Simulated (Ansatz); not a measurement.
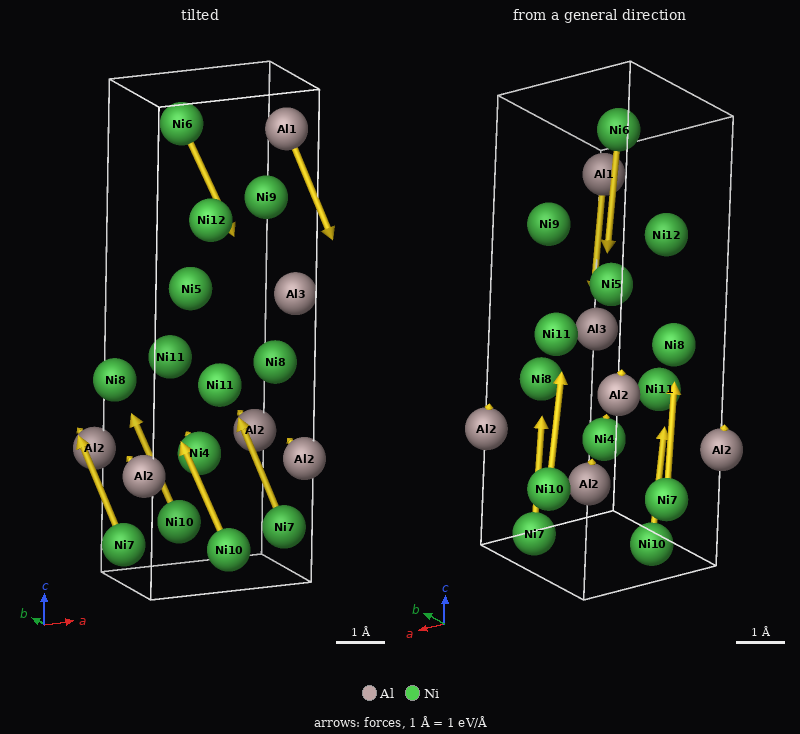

The crystal in a spheres-only representation, seen slightly off an axis and from a general direction. The lines enclose the simulation cell; boundary atoms appear with their images. The arrows are the computed forces on the atoms.

System: AlNi3. Electronic-structure method: Ansatz, DFT PBE, scalar-relativistic, plane waves, PAW. Parameters: plane-wave cutoff 420 eV, the zone sampled with 13×13×5 points, Gaussian smearing of 0.15 eV, collinear spins.

> Is this an equilibrium geometry?

No. The atoms still feel forces of up to about 2.2 eV/Å, far above a usual threshold of 0.01 to 0.03 eV/Å.

The structure was taken from a structure listed in the Materials Project. The cell was then strained or its atoms displaced on purpose. It was run through Ansatz as a DFT input.
